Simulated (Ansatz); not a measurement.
**A series of single points on BaTiO3**

System: BaTiO3 (P4mm, 5 atoms in the cell).
Method: Kohn-Sham DFT of a periodic cell, revPBE with D3(BJ), Ansatz PAW, no spin polarisation (Ansatz 0.2.0).

The 6 runs differ only in the geometry, by an even scaling of the cell at fixed fractional positions. The structure derives from an entry of the Crystallography Open Database.

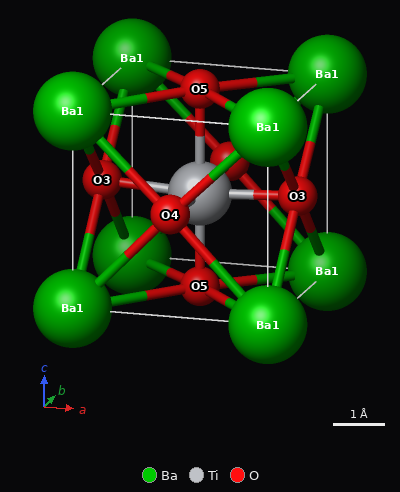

Figure 1. The structure of run 4 (ball-and-stick view of the cell of the calculation, seen slightly off an axis; atoms are numbered from 1 in the order of the input).

## Input of run 4
```yaml
crystal:
  lattice:
    - [4.0262895137, 0.0, 0.0]
    - [0.0, 4.0262895137, 0.0]
    - [0.0, 0.0, 4.044610047]
  atoms:
    - { symbol: Ba, position: [0.0, 0.0, 0.0] }
    - { symbol: Ti, position: [0.5, 0.5, 0.49] }
    - { symbol: O, position: [0.0, 0.5, 0.517] }
    - { symbol: O, position: [0.5, 0.0, 0.517] }
    - { symbol: O, position: [0.5, 0.5, 0.019] }
hamiltonian:
  xc: revpbe
  pseudopotentials: { kind: paw }
  dispersion: d3bj
kpoints:
  mp_grid: { grid: [7, 7, 7] }
scf:
  occupations: { method: fermi_dirac, width: 0.05 }
output:
  forces: true
  stress: true
  eigenvalues: true
```

Command:
```bash
ansatz run input.yaml --threads 2 --pin off --max-ram 5120MiB --backend cpu --events-out ev --progress --plain --runs-dir out
```

Lattice vectors (Å) and fractional positions of run 4:
```
   4.026290    0.000000    0.000000
   0.000000    4.026290    0.000000
   0.000000    0.000000    4.044610
Ba  0.000000  0.000000  0.000000
Ti  0.500000  0.500000  0.490000
O   0.000000  0.500000  0.517000
O   0.500000  0.000000  0.517000
O   0.500000  0.500000  0.019000
```

Run 2 differs from it as follows:
```diff
-    - [4.0262895137, 0.0, 0.0]
-    - [0.0, 4.0262895137, 0.0]
-    - [0.0, 0.0, 4.044610047]
+    - [3.9729548958, 0.0, 0.0]
+    - [0.0, 3.9729548958, 0.0]
+    - [0.0, 0.0, 3.9910327445]
```

## Results, with one run withheld

| run | volume per atom (Å³) | free energy per atom, from the lowest run given (meV) | pressure (GPa) | gap on the mesh (eV) |
| --- | --- | --- | --- | --- |
| 1 | 12.342 | 8.76 | 6.47 | 2.05 |
| 2 | 12.599 | ? | ? | ? |
| 3 | 12.856 | 0.00 | −0.75 | 1.96 |
| 4 | 13.113 | 3.70 | −3.81 | 1.91 |
| 5 | 13.371 | 12.06 | −6.54 | 1.87 |
| 6 | 13.628 | 24.55 | −8.99 | 1.82 |

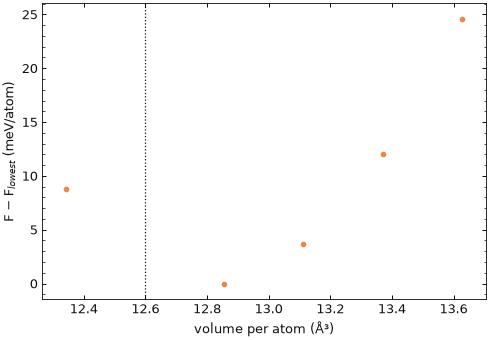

Figure 2. Free energy per atom of the runs given; the dotted line marks run 2.

What should run 2 give?

A cubic polynomial in V^(−2/3) (the Birch–Murnaghan form), fitted to the 5 runs given, misses them by under 0.01 meV per atom. With x = V^(−2/3) − 0.18042 Å⁻², it reads F = 2.3203 − 2079.1 x + 4.383e+05 x² + 6.7368e+05 x³ (meV per atom). At run 2 it gives 1.49 meV per atom, and the run itself gives 1.51. The slope of the fit gives a pressure −dF/dV of 2.66 GPa there, and the run prints 2.66 GPa. The fit has its minimum at 12.797 Å³ per atom, where V d²F/dV² gives 165 GPa. Cell shape and fractional positions are held, so this is the stiffness under even scaling; the relaxed bulk modulus wasn't computed. The gap on the mesh goes, without turning, from 2.05 eV in run 1 to 1.82 eV in run 6; run 2 has 2.00 eV. These are gaps of this functional on this mesh, which can miss the band edges; they aren't the measured gap.

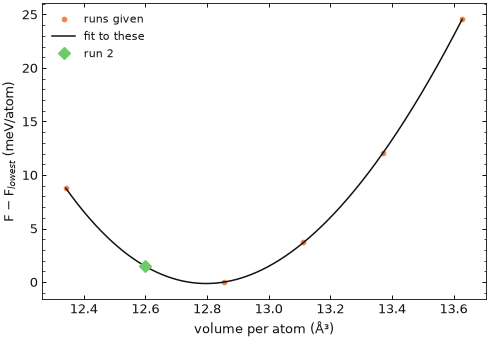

Figure 3. The fit and the withheld run.

## Output, shortened to warnings, some set-up lines, iterations and results (run 2)
```
Basis set: ecut = 420 eV, 1237 PW (Γ), exchange–correlation on 54×54×54 points (8 copies of the dense FFT grid, shifted against one another)
Symmetry: 8 space group operations
k-points: 40 of 343 (time reversal used)
Initial density: superposition of atomic densities (neutral atoms: chi_scale 0, normalization atom), corrected by the library's trained network
[...]
SCF iter   1: F=—  HF=-10175.509350 eV  |F-HF|=—  |Δ(HF+E_count)|=         —  Δρ=2.80e-3  dr2=3.08e-3  ethr=1.77e-3  ⟨swp⟩=6.1  Hψ=5001  notcnv=0
SCF iter   2: F=—  HF=-10175.509463 eV  |F-HF|=—  |Δ(HF+E_count)|=   1.13e-4  Δρ=1.42e-3  dr2=6.43e-4  ethr=7.71e-6  ⟨swp⟩=2.7  Hψ=1936  notcnv=0
SCF iter   3: F=—  HF=-10175.509691 eV  |F-HF|=—  |Δ(HF+E_count)|=   2.28e-4  Δρ=3.12e-4  dr2=5.50e-5  ethr=1.61e-6  ⟨swp⟩=1.9  Hψ=1366  notcnv=0
SCF iter   4: F=—  HF=-10175.508905 eV  |F-HF|=—  |Δ(HF+E_count)|=   7.86e-4  Δρ=7.08e-5  dr2=1.98e-6  ethr=1.38e-7  ⟨swp⟩=2.0  Hψ=1744  notcnv=0
SCF iter   5: F=—  HF=-10175.508908 eV  |F-HF|=—  |Δ(HF+E_count)|=   3.29e-6  Δρ=1.49e-5  dr2=1.63e-7  ethr=4.96e-9  ⟨swp⟩=2.0  Hψ=1696  notcnv=0
SCF iter   6: F=-10175.508908 eV  HF=-10175.508908 eV  |F-HF|=1.01e-8  |Δ(HF+E_count)|=   2.75e-7  Δρ=3.56e-6  dr2=8.52e-9  ethr=2.50e-10  ⟨swp⟩=7.0  Hψ=4475  notcnv=0
SCF 1 converged in 6 iterations: F = -10175.508908 eV  dr2 = 8.52e-9
SCF converged after 6 iterations
Free energy (F): -10175.508908 eV
Harris-Foulkes:  -10175.508908 eV  (|F-HF|=1.01e-8)
Internal energy: -10175.508908 eV  (E = F + TS)
E sigma→0 (E₀):  -10175.508908 eV
Fermi energy:    11.660264 eV
--- Per-component energies (eV) ---
  E_band       = -126.487180
  E_kinetic    = 974.061008
  E_local      = -2076.469657  (includes V_loc(G=0)·N_el)
  E_nonlocal   = 200.619485
  E_hartree    = 815.185954
  E_xc         = -493.568877
  E_vxc        = -547.776824  (∫ρ·V_xc dr)
  E_paw        = -6757.333662  (= ΣΔE_a)
  E_vpaw       = -307.298504  (= ΣTr[D̂ρ^β])
  E_aug_tail   = 0.007422  (compensation charges beyond the density's cutoff)
  E_ewald      = -2835.408096
  E_disp       = -2.483119  (pairwise vdW)
  E_core_change = -0.119367  (= ΣΔE_core)
  E_smearing   = -0.000000  (= −TS)
  E_closure    = -0.000000  (closes the sum)
  Σ components = -10175.508908   (vs F -10175.508908, Δ=0.00e0)
--- Forces (eV/Å), atoms counted from 1 ---
  atom   1  Ba     0.00000000     0.00000000     0.06757810
  atom   2  Ti     0.00000000     0.00000000    -0.05617410
  atom   3  O     -0.00000000    -0.00000000    -0.09115487
  atom   4  O     -0.00000000     0.00000000    -0.09115487
  atom   5  O      0.00000000     0.00000000     0.17092166
  max |Σ_I F_I| component: 1.59e-5 eV/Å
--- Stress (GPa, compression-positive) ---
        2.333772       0.000000       0.000000
        0.000000       2.333772       0.000000
        0.000000       0.000000       3.303707
  P = ⅓ Tr σ = 2.6571 GPa (26.571 kbar)
```

Notes: Points of doubt noted for this run: forces on files of another functional.
